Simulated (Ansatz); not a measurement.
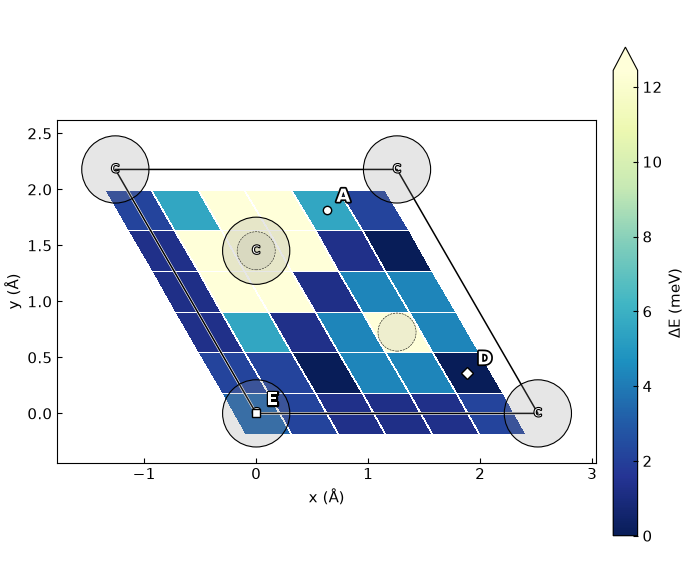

Si on a C(111) slab cut from the Fd-3m phase, its upper half relaxed before the scan (24 atoms of substrate and one adsorbate in a 2 × 2 cell). 
- Si is moved over the surface cell at a fixed height above a rigid substrate; the origin of the map has the adsorbate above C21; the height is held at 3.10 Å.
- Places are given modulo a cell vector. The map is drawn in real space over the plane of the surface.
- The grid has 6 × 6 points; 10 points were computed and 26 follow by symmetry.
- Places are given in fractions of the 1 × 1 surface cell.
- Energies: meV, counted from the lowest grid point.
- At a fixed height the lowest place need not be the adsorption site.
- Method: DFT PBE+D3(BJ), scalar-relativistic, plane waves, PAW (Ansatz 0.2.0). Settings: cutoff 420 eV, k-mesh 6×6×1, gaussian smearing 0.05 eV, spin-polarised.

In the figure: one coloured cell a grid point, labelled circles for the atoms of the top layer and small ones for the second layer, the outline of one cell of the plane, one colour for all values above the top of the scale, lettered points.

Q: Is E the lowest point of the computed grid?

A: No. E lies 3.3 meV above the lowest grid point, which is at (2/6, 1/6) of the cell vectors [nearest 1 C at 3.18 Å].

Q: What kind of point is each of A, D: minimum, saddle, maximum or slope?

A: A: saddle point; D: minimum. (In these two coordinates alone; a stationary point may lie a little off the grid point.)

PAW datasets: the set soft_1.
